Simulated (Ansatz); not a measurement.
**Mg₃O: a changed input and its effect**

System: Mg₃O (Pm-3m, 4 atoms in the cell).
Method of run 1: DFT PBE, scalar-relativistic, plane waves, PAW, no spin polarisation (Ansatz 0.2.0).

The structure was made by swapping elements on the sites of another compound; it need not be a known phase. Text and figures count atoms from 1; the logs count them from 0 in places.

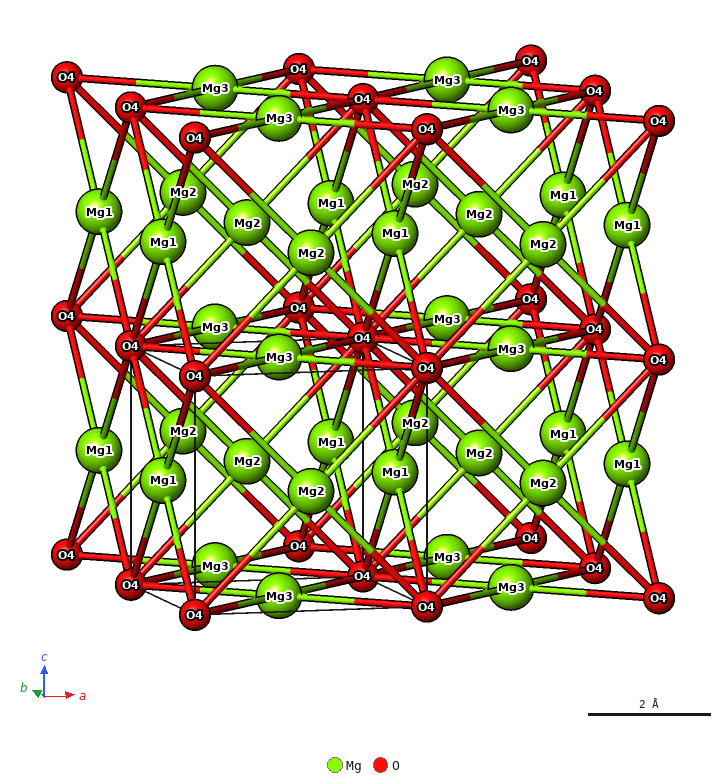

Fig. 1: The structure as given in the input (ball-and-stick view of the cell of the calculation, repeated 2 × 2 × 2, seen slightly off an axis; atoms are numbered from 1 in the order of the input).

## Input, run 1
```yaml
crystal:
  lattice:
    - [3.9592986307, 0.0, 0.0]
    - [0.0, 3.9592986307, 0.0]
    - [0.0, 0.0, 3.9592986307]
  atoms:
    - { symbol: Mg, position: [0.0, 0.5, 0.5] }
    - { symbol: Mg, position: [0.5, 0.0, 0.5] }
    - { symbol: Mg, position: [0.5, 0.5, 0.0] }
    - { symbol: O, position: [0.0, 0.0, 0.0] }
basis:
  ecutwfc: 420
kpoints:
  mp_grid: { grid: [4, 4, 4] }
hamiltonian:
  xc: pbe
scf:
  occupations: { method: gaussian, width: 0.1 }
  lower_state_search: "off"
output:
  forces: true
  stress: true
  eigenvalues: true
```

Launched with:
```bash
ansatz run input.yaml --threads 1 --pin off --max-ram 2560MiB --backend cpu --events-out ev --progress --plain --runs-dir out
```

Hardware: 1 thread of Intel Xeon @ 2.50GHz (Skylake/Cascade Lake), 192 GiB of memory available, shared host.

## Output, shortened to warnings, some set-up lines, iterations and results (run 1)
```
Basis set: ecut = 420 eV, 1213 PW (Γ), exchange–correlation on 54×54×54 points (8 copies of the dense FFT grid, shifted against one another)
Symmetry: 48 space group operations
k-points: 10 of 64
Initial density: superposition of atomic densities (neutral atoms: chi_scale 0, normalization atom), corrected by the library's trained network
[...]
SCF iter   1: F=—  HF=-6336.543974 eV  |F-HF|=—  |Δ(HF+E_count)|=         —  Δρ=2.18e-3  dr2=3.14e-3  ethr=1.77e-3  ⟨swp⟩=5.7  Hψ=980  notcnv=0
SCF iter   2: F=—  HF=-6336.543470 eV  |F-HF|=—  |Δ(HF+E_count)|=   5.04e-4  Δρ=2.13e-3  dr2=3.25e-3  ethr=8.72e-6  ⟨swp⟩=1.7  Hψ=387  notcnv=0
SCF iter   3: F=—  HF=-6336.543174 eV  |F-HF|=—  |Δ(HF+E_count)|=   2.96e-4  Δρ=8.35e-4  dr2=4.95e-4  ethr=8.72e-6  ⟨swp⟩=2.0  Hψ=238  notcnv=0  defer=1
SCF iter   4: F=—  HF=-6336.543200 eV  |F-HF|=—  |Δ(HF+E_count)|=   2.63e-5  Δρ=3.74e-4  dr2=9.44e-5  ethr=1.38e-6  ⟨swp⟩=2.0  Hψ=272  notcnv=0  defer=1
SCF iter   5: F=—  HF=-6336.543117 eV  |F-HF|=—  |Δ(HF+E_count)|=   8.36e-5  Δρ=2.55e-4  dr2=5.32e-5  ethr=2.62e-7  ⟨swp⟩=1.0  Hψ=219  notcnv=0  defer=1
SCF iter   6: F=—  HF=-6336.543111 eV  |F-HF|=—  |Δ(HF+E_count)|=   6.09e-6  Δρ=1.55e-4  dr2=2.03e-5  ethr=1.48e-7  ⟨swp⟩=1.1  Hψ=220  notcnv=0  defer=1
SCF iter   7: F=—  HF=-6336.543107 eV  |F-HF|=—  |Δ(HF+E_count)|=   3.07e-6  Δρ=7.02e-5  dr2=4.28e-6  ethr=5.64e-8  ⟨swp⟩=1.7  Hψ=232  notcnv=0  defer=1
SCF iter   8: F=-6336.543107 eV  HF=-6336.543107 eV  |F-HF|=5.71e-9  |Δ(HF+E_count)|=   7.49e-7  Δρ=3.32e-6  dr2=9.04e-9  ethr=2.78e-10  ⟨swp⟩=4.1  Hψ=873  notcnv=0
SCF 1 converged in 8 iterations: F = -6336.543107 eV  dr2 = 9.04e-9
SCF converged after 8 iterations
Free energy (F): -6336.543107 eV
Harris-Foulkes:  -6336.543107 eV  (|F-HF|=5.71e-9)
Internal energy: -6336.532456 eV  (E = F + TS)
E sigma→0 (E₀):  -6336.537781 eV
Entropy (-TS):   -0.010651 eV (-2.663 meV/atom)
Fermi energy:    8.025803 eV
--- Per-component energies (eV) ---
  E_band       = -1021.229204
  E_kinetic    = 399.652027
  E_local      = -4821.257215  (includes V_loc(G=0)·N_el)
  E_nonlocal   = 335.838941
  E_hartree    = 1693.958797
  E_xc         = -161.138697
  E_vxc        = -206.896405  (∫ρ·V_xc dr)
  E_paw        = -1033.073399  (= ΣΔE_a)
  E_vpaw       = -116.485747  (= ΣTr[D̂ρ^β])
  E_aug_tail   = 0.002216  (compensation charges beyond the density's cutoff)
  E_ewald      = -2750.515126
  E_smearing   = -0.010651  (= −TS)
  E_closure    = 0.000000  (closes the sum)
  Σ components = -6336.543107   (vs F -6336.543107, Δ=0.00e0)
--- Forces (eV/Å), atoms counted from 1 ---
  atom   1  Mg     0.00000000     0.00000000     0.00000000
  atom   2  Mg    -0.00000000    -0.00000000     0.00000000
  atom   3  Mg    -0.00000000     0.00000000     0.00000000
  atom   4  O      0.00000000    -0.00000000    -0.00000000
  max |Σ_I F_I| component: 3.62e-29 eV/Å
--- Stress (GPa, compression-positive) ---
        7.661230      -0.000000       0.000000
       -0.000000       7.661230       0.000000
        0.000000       0.000000       7.661230
  P = ⅓ Tr σ = 7.6612 GPa (76.612 kbar)
```

For run 2 the input was changed thus:
```diff
-    - { symbol: O, position: [0.0, 0.0, 0.0] }
+    - { symbol: O, position: [0.0, 0.0, 0.0], spin: 1.0 }
+  populations: true
+magnetization:
+  spin_polarized: true
```

Predict how the results change.

The energy is the same within 0.01 meV per atom. With spin allowed, the absolute moment of the cell comes to 0.00 μB. The SCF takes 15 iterations against 8. The two runs start from different initial densities, which also moves the count.

## Output, shortened to warnings, some set-up lines, iterations and results (run 2)
```
WARN: the starting moments were not kept: the SCF closed with an absolute magnetisation of 4.6e-6 μB, where they sum to 1 μB in size (1 site). That is at most 0.1 of that sum. Measured as dr2_m measures the in/out step, that magnetisation stands 2.5e-12 eV from none, at or under the dr2_threshold of 1.0e-7 eV: it is no larger than a step whose dr2_m would equal this threshold. The system may hold …
Basis set: ecut = 420 eV, 1213 PW (Γ), exchange–correlation on 54×54×54 points (8 copies of the dense FFT grid, shifted against one another)
Symmetry: 48 space group operations
k-points: 10 of 64
Initial density: superposition of atomic densities (chi_scale 0.1, normalization cell, long waves kept (reshape's long-wave potential 0.05 eV rms))
[...]
SCF iter   1: F=—  HF=-6341.274131 eV  |F-HF|=—  |Δ(HF+E_count)|=         —  Δρ=1.26e-1 (↑1.26e-1 ↓8.25e-2)  dr2=3.67e1  dr2_m=2.90e-1  M=0.378 μB ∫|m|=0.497 μB  β_m=0.30  …
SCF iter   2: F=—  HF=-6336.654640 eV  |F-HF|=—  |Δ(HF+E_count)|=    4.62e0  Δρ=4.43e-2 (↑1.72e-2 ↓4.43e-2)  dr2=1.37e0  dr2_m=2.61e-1  M=0.166 μB ∫|m|=0.303 μB  β_m=0.30  …
SCF iter   3: F=—  HF=-6336.554983 eV  |F-HF|=—  |Δ(HF+E_count)|=   9.97e-2  Δρ=2.30e-2 (↑1.72e-2 ↓2.30e-2)  dr2=4.13e-1  dr2_m=1.59e-1  M=0.126 μB ∫|m|=0.263 μB  β_m=0.30  …
SCF iter   4: F=—  HF=-6336.527416 eV  |F-HF|=—  |Δ(HF+E_count)|=   2.76e-2  Δρ=2.05e-2 (↑2.05e-2 ↓7.52e-3)  dr2=2.04e-1  dr2_m=9.99e-2  M=0.128 μB ∫|m|=0.225 μB  β_m=0.30  …
SCF iter   5: F=—  HF=-6336.504728 eV  |F-HF|=—  |Δ(HF+E_count)|=   2.27e-2  Δρ=1.14e-2 (↑1.08e-2 ↓1.14e-2)  dr2=1.32e-2  dr2_m=6.56e-2  M=0.116 μB ∫|m|=0.190 μB  β_m=0.30  …
[... 6 lines ...]
SCF iter  12: F=-6336.543106 eV  HF=-6336.543106 eV  |F-HF|=2.14e-7  |Δ(HF+E_count)|=   6.84e-6  Δρ=1.25e-5 (↑1.25e-5 ↓1.22e-5)  dr2=9.41e-9  dr2_m=7.97e-8  M=0.001 μB …
SCF iter  13: F=-6336.543107 eV  HF=-6336.543107 eV  |F-HF|=7.26e-9  |Δ(HF+E_count)|=   4.93e-7  Δρ=2.55e-6 (↑2.55e-6 ↓2.25e-6)  dr2=2.75e-9  dr2_m=2.34e-9  M=0.000 μB …
SCF iter  14: F=-6336.543107 eV  HF=-6336.543107 eV  |F-HF|=1.08e-10  |Δ(HF+E_count)|=   1.45e-8  Δρ=4.49e-7 (↑2.67e-7 ↓4.49e-7)  dr2=1.24e-10  dr2_m=4.08e-11  M=-0.000 μB …
SCF iter  15: F=-6336.543107 eV  HF=-6336.543107 eV  |F-HF|=2.73e-12  |Δ(HF+E_count)|=  1.94e-10  Δρ=5.87e-8 (↑5.42e-8 ↓5.87e-8)  dr2=3.14e-12  dr2_m=1.06e-12  M=0.000 μB …
SCF 1 converged in 15 iterations: F = -6336.543107 eV  dr2 = 3.14e-12
SCF converged after 15 iterations
Magnetization: 0.0000 μB (18.0000 up, 18.0000 down)
Absolute magnetization: 0.0000 μB (∫|ρ↑−ρ↓|, with the PAW one-centre terms)
Spin contamination: 0.0000 ħ² per cell (⟨S²⟩ above its minimum at these occupations)
Per-site moments (μB) at R_I (Å): [(7.085812518493991e-7, 1.1548543505856153), (7.085812520451479e-7, 1.1548543505856153), (7.085812514857453e-7, 1.1548543505856153), (1.0093344779230218e-6, 1.1548543505856153)]
Free energy (F): -6336.543107 eV
Harris-Foulkes:  -6336.543107 eV  (|F-HF|=2.73e-12)
Internal energy: -6336.532456 eV  (E = F + TS)
E sigma→0 (E₀):  -6336.537781 eV
Entropy (-TS):   -0.010650 eV (-2.663 meV/atom)
Fermi energy:    8.025810 eV
--- Per-component energies (eV) ---
  E_band       = -1021.229154
  E_kinetic    = 399.651488
  E_local      = -4821.255692  (includes V_loc(G=0)·N_el)
  E_nonlocal   = 335.838730
  E_hartree    = 1693.957872
  E_xc         = -161.138620
  E_vxc        = -206.896309  (∫ρ·V_xc dr)
  E_paw        = -1033.073325  (= ΣΔE_a)
  E_vpaw       = -116.485385  (= ΣTr[D̂ρ^β])
  E_aug_tail   = 0.002216  (compensation charges beyond the density's cutoff)
  E_ewald      = -2750.515126
  E_smearing   = -0.010650  (= −TS)
  E_closure    = -0.000000  (closes the sum)
  Σ components = -6336.543107   (vs F -6336.543107, Δ=0.00e0)
--- Forces (eV/Å), atoms counted from 1 ---
  atom   1  Mg     0.00000000     0.00000000     0.00000000
  atom   2  Mg     0.00000000    -0.00000000    -0.00000000
  atom   3  Mg     0.00000000    -0.00000000     0.00000000
  atom   4  O     -0.00000000     0.00000000     0.00000000
  max |Σ_I F_I| component: 1.26e-28 eV/Å
--- Stress (GPa, compression-positive) ---
        7.661168      -0.000000       0.000000
       -0.000000       7.661168       0.000000
        0.000000       0.000000       7.661168
  P = ⅓ Tr σ = 7.6612 GPa (76.612 kbar)
--- Löwdin populations: 4 sites ---
  site symbol       q [e]    m [muB]
     0     Mg      9.2350     0.0000
     1     Mg      9.2350     0.0000
     2     Mg      9.2350     0.0000
     3      O      7.1960     0.0000
  spilling = 0.030526 (of n_electrons = 36.000000)
```

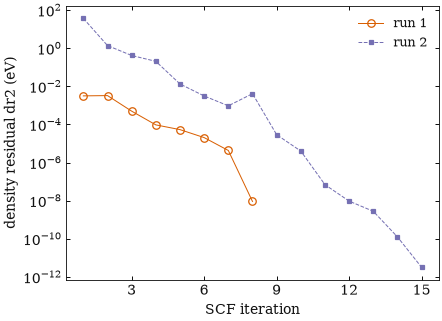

Fig. 2: Convergence of the two runs: density residual dr2 against the SCF iteration. Run 1 takes 8 iterations in all, and run 2 takes 15.

## The two runs side by side

```tsv
quantity	run 1	run 2
outcome	converged	converged
free energy per atom (eV)	−1584.1358	−1584.1358
energy per atom, smearing taken to zero (eV)	−1584.1344	−1584.1344
gap on the mesh (eV)	0.00	0.00
pressure (GPa)	7.66	7.66
largest force (eV/Å)	0.000	0.000
SCF iterations	8	15
irreducible k-points	10	10
plane waves at Γ	1213	1213
net moment of the cell (μB)	–	0.00
absolute moment of the cell (μB)	–	0.00
wall time (shared host)	1.9 s	4.3 s
```

For both runs: The cell is under a pressure of 7.7 GPa at this level, so it is not at its equilibrium volume. For run 2: Warnings: some starting moments were not kept.
